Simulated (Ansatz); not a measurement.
The calculation's input:

```
crystal:
  lattice:
    - [2.9379988584, 0.0, 0.0]
    - [-1.4689994292, 2.5443816477, 0.0]
    - [0.0, 0.0, 2.883]
  atoms:
    - { symbol: Ta, position: [0.3333333333, 0.6666666667, 0.5] }
    - { symbol: "N", position: [0.0, 0.0, 0.0] }
basis:
  ecutwfc: 500
kpoints:
  mp_grid: { grid: [24, 24, 18] }
hamiltonian:
  xc: r2scan
scf:
  occupations: { method: gaussian, width: 0.15 }
output:
  forces: true
  stress: true
  eigenvalues: true
  write_density: true
  write_potential: true
  elf: true
  volumetric_format: npy
```

Run with:

```sh
ansatz run input.yaml --threads 1 --pin off --max-ram 2560MiB --backend cpu --events-out ev --progress --plain --runs-dir out
```

Below, planes, directions and counts refer to the conventional cell (a = 2.94 Å, b = 2.94 Å, c = 2.88 Å, α = 90.00°, β = 90.00°, γ = 120.00°).

Space group P-6m2.

Method: Ansatz 0.2.0, DFT r2SCAN, scalar-relativistic, plane waves, PAW.

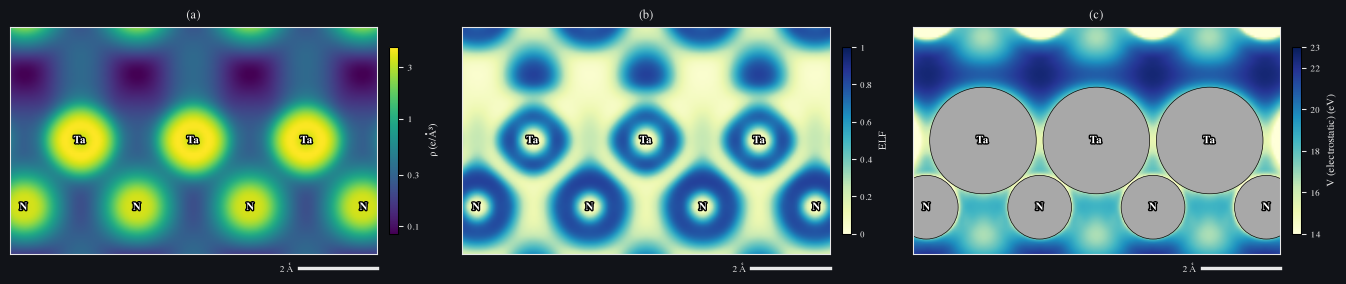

TaN. (a) valence charge density (pseudo); (b) electron localisation function; (c) electrostatic potential energy of an electron on the (110) plane of the conventional cell. Grey discs cover the atomic cores in the potential map.

Core electrons are frozen (PAW), and the valence fields are smoothed inside the atomic spheres.

**What does the map show?**

- Atoms in the plane: Ta and N.
- Ta–N (2.23 Å): ρ is about 0.54 e/Å³ halfway; the ELF peaks at about 0.80 in the valence shell of N, 0.7 Å from its nucleus, and is about 0.20 at the midpoint: no shared electron pair shows on this line.
- Ta–Ta (2.88 Å): ρ at the midpoint is about 0.29 e/Å³; the ELF is about 0.25 at the midpoint: no localised pair shows between them.
- Between the atoms the lowest density in this plane is 0.08 e/Å³.
- The ELF has a maximum of about 0.85 in the space between the atoms, on no atom or two-centre bond.
- The features right at Ta lie inside the PAW spheres, where the map follows smoothed inner orbitals and isn't to be read closely.
- Outside the cores the potential energy rises away from the atoms and is highest about 1.7 Å from the nearest atoms; its zero is arbitrary.
